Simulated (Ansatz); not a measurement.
# Hf$_{7}$O$_{16}$ (cell charge −3, with a compensating background) (cell with a defect): what the fields show

The calculation's input:

```
crystal:
  lattice:
    - [-4.8301248136, -4.8301248136, 0.0]
    - [-4.8301248136, 4.8301248136, 0.0]
    - [4.8301248136, 0.0, -6.4194328958]
  atoms:
    - { symbol: Hf, position: [0.5090876305, 0.5055959415, 0.0125000624] }
    - { symbol: Hf, position: [0.2504092265, 0.2470643409, 0.4954722227] }
    - { symbol: Hf, position: [-0.0082697741, -0.0114327151, -0.0215604013] }
    - { symbol: Hf, position: [0.1336965301, 0.6299896188, 0.261293345] }
    - { symbol: Hf, position: [0.8766573744, 0.373300089, 0.7478729161] }
    - { symbol: Hf, position: [0.6240866041, 0.120831056, 0.2429548218] }
    - { symbol: Hf, position: [0.3671212761, 0.8641275226, 0.7295709583] }
    - { symbol: O, position: [0.1272510435, 0.9295413536, 0.2490762509] }
    - { symbol: O, position: [0.8899022543, 0.6766191826, 0.7741580578], spin: 0.5 }
    - { symbol: O, position: [0.6107165502, 0.3979503839, 0.2167937577], spin: 0.5 }
    - { symbol: O, position: [0.3735007382, 0.175915717, 0.7418434238] }
    - { symbol: O, position: [0.4390675622, 0.7472103423, 0.4957184151], spin: 0.5 }
    - { symbol: O, position: [0.1971393258, 0.496988537, -0.0047096798] }
    - { symbol: O, position: [0.9461468866, 0.2470189508, 0.4953700167] }
    - { symbol: O, position: [0.6970955515, -0.0029091731, -0.0045044563] }
    - { symbol: O, position: [0.0617349335, 0.7469594852, 0.4951748805], spin: 0.5 }
    - { symbol: O, position: [0.8036667657, 0.4971007199, -0.0045433516] }
    - { symbol: O, position: [0.5545808508, 0.2471196713, 0.4955239493] }
    - { symbol: O, position: [0.3035749305, -0.0028513325, -0.0044455185] }
    - { symbol: O, position: [0.1272382005, 0.3182353529, 0.2490915795] }
    - { symbol: O, position: [0.8898799145, 0.0962769696, 0.7741875383], spin: 0.5 }
    - { symbol: O, position: [0.6106674263, 0.8175491939, 0.2167672652], spin: 0.5 }
    - { symbol: O, position: [0.3734782668, 0.5646208414, 0.7418401984] }
  host:
    lattice:
      - [4.8301248136, 0.0, 0.0]
      - [0.0, 4.8301248136, 0.0]
      - [0.0, 0.0, 3.2097164479]
    atoms:
      - { symbol: Hf, position: [0.0, 0.0, 0.0] }
      - { symbol: Hf, position: [0.5, 0.5, 0.5] }
      - { symbol: O, position: [0.194969903, 0.805030097, 0.5] }
      - { symbol: O, position: [0.305030097, 0.305030097, 0.0] }
      - { symbol: O, position: [0.694969903, 0.694969903, 0.0] }
      - { symbol: O, position: [0.805030097, 0.194969903, 0.5] }
total_charge: -3
basis:
  ecutwfc: 420
  xc_grid: 2
kpoints:
  mp_grid: { grid: [2, 2, 2], shift: [0.0, 0.0, 0.0] }
hamiltonian:
  xc: pbesol
scf:
  occupations: { method: gaussian, width: 0.01 }
output:
  forces: true
  stress: false
  eigenvalues: true
  populations: true
  charged_corrections:
    defect_position: [0.75, 0.75, 0.5]
    epsilon: [[27.3137, 0.0, 0.0], [0.0, 27.3137, 0.0], [0.0, 0.0, 31.2391]]
  write_density: true
  write_potential: true
  elf: true
  volumetric_format: npy
magnetization:
  spin_polarized: true
relax:
  adjacent_minimum: "off"
  f_tol: 0.025
  max_steps: 45
```

Command:

```sh
ansatz run input.yaml --threads 4 --pin off --max-ram 10240MiB --backend cpu --events-out ev --progress --plain --runs-dir out
```

The program warned that a starting moment wasn't kept; spin-polarised, but the moments vanished.

Method: Ansatz, DFT PBEsol, scalar-relativistic, plane waves, PAW.

The density is the valence pseudo-density of a PAW calculation; it isn't the true density close to the nuclei.

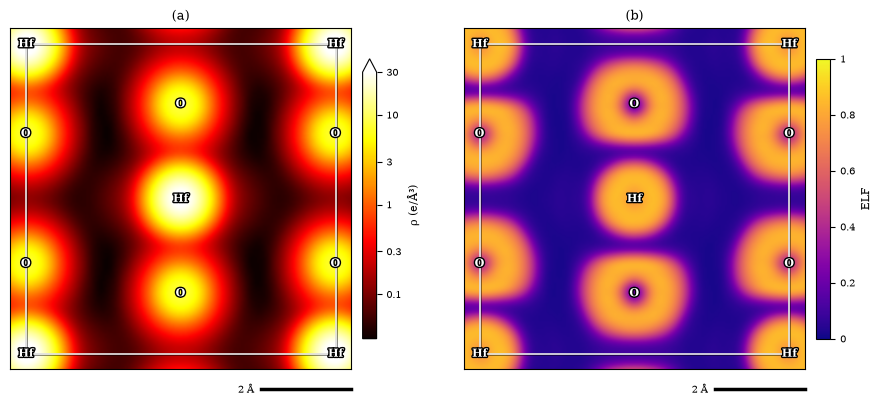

Figure 1. (a) valence electron density; (b) electron localisation function on the (001) plane of the calculation cell.

> What does the map show?

- Atoms in the plane: Hf and O.
- Hf–O (1.99 Å): ρ is about 1 e/Å³ halfway; the ELF peaks at about 0.80 in the valence shell of O, 0.5 Å from its nucleus, and drops to about 0.20 between the two atoms; no localised pair shows between them.
- Hf–O (2.09 Å): ρ at the midpoint is about 0.76 e/Å³; the ELF peaks at about 0.85 in the valence shell of O, 0.6 Å from its nucleus, and drops to about 0.15 between the two atoms (no shared electron pair shows on this line).
- Between the atoms the lowest density in this plane is 0.03 e/Å³.
- The features right at Hf lie inside the PAW spheres, where the map follows smoothed inner orbitals and isn't to be read closely.

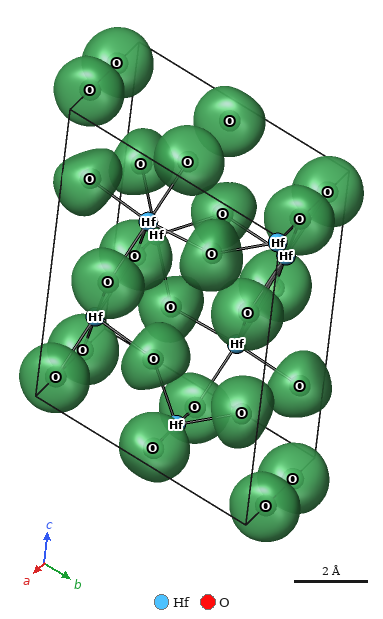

Figure 2. Isosurface of the electron localisation function at 0.6 (green), seen slightly off an axis. Only the valence region is drawn (cores and ρ < 0.01 e/Å³ removed). Sticks mark near contacts.

> Describe the localisation domains.

The ELF exceeds this value in 16 regions wrapped around O (the valence shell of each), counted in one cell of 23 atoms. Any copies at cell faces, edges or corners count once. Profiles from the grid: Hf–O (1.94 Å): the ELF peaks at about 0.80 in the valence shell of O, 0.6 Å from its nucleus, and drops to about 0.20 between the two atoms (no shared electron pair shows on this line). Hf–Hf (3.01 Å): the ELF is about 0.15 at the midpoint: no localised pair shows between them.

> Does the calculation make it a metal, or give it a gap?

It is gapless in this calculation (a metal or semimetal).
